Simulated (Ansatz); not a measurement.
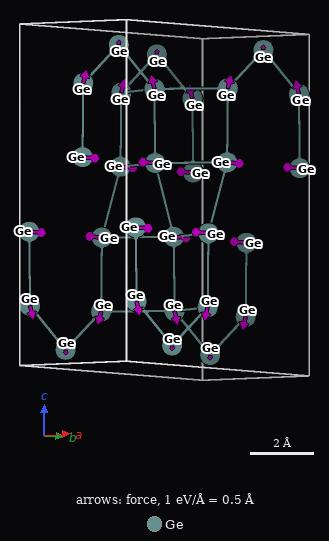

Starting geometry of solid Ge (a generated structure, set up in Cmme) (coarse preliminary run) with the computed forces as purple arrows. The picture is a ball-and-stick view of the conventional cell (2 times the calculation's cell), seen from a free direction. Lengths and directions refer to the drawn axes.

Computed with DFT PBE, scalar-relativistic, plane waves, PAW (Ansatz). Set-up: plane-wave cutoff 420 eV; k-point mesh 4 × 4 × 2; occupations gaussian; smearing width 0.1 eV; no spin polarisation; cell and atoms relaxed; force threshold 0.04 eV/Å; at most 70 steps.

### What follows when this structure is relaxed?

It isn't relaxed: the largest force vector, on Ge atoms, is 1.98 eV/Å. The final displacements follow the starting forces only in part (cosine between the two patterns 0.48). The largest moves relative to the cell, 0.56 Å, are those of Ge atoms. The drawn cell changes as follows: a 4.208 → 4.111 Å (−2.3 %), b 10.154 → 9.614 Å (−5.3 %), c 11.016 → 12.379 Å (+12.4 %); the volume changes by +4.0 %. Among the contacts that change: Ge–Ge 2.344 → 2.836 Å, Ge–Ge 2.552 → 2.854 Å, Ge–Ge 2.390 → 2.640 Å, Ge–Ge 2.380 → 2.509 Å. Among the angles between lasting bonds that change: Ge–Ge–Ge 127.7° → 92.9°, Ge–Ge–Ge 112.2° → 85.5°, Ge–Ge–Ge 123.7° → 111.4°. The space group stays Cmme (No. 67). Over 9 accepted moves (13 points after the start) the energy falls by 341 meV per atom. The largest force component goes from 2 to 0.025 eV/Å. Pressure: 13.10 GPa at the start and 0.01 GPa at the end. The line search rejected the trial steps at points 6, 11 of the run. At 2 points the geometry stayed and the basis and grid were re-selected for the new cell (energy shift of 1.5 meV per atom at most each time). The run took 4.4 min on 1 thread of Arm Neoverse V1, with other jobs on the host, peak memory 0.58 GiB.
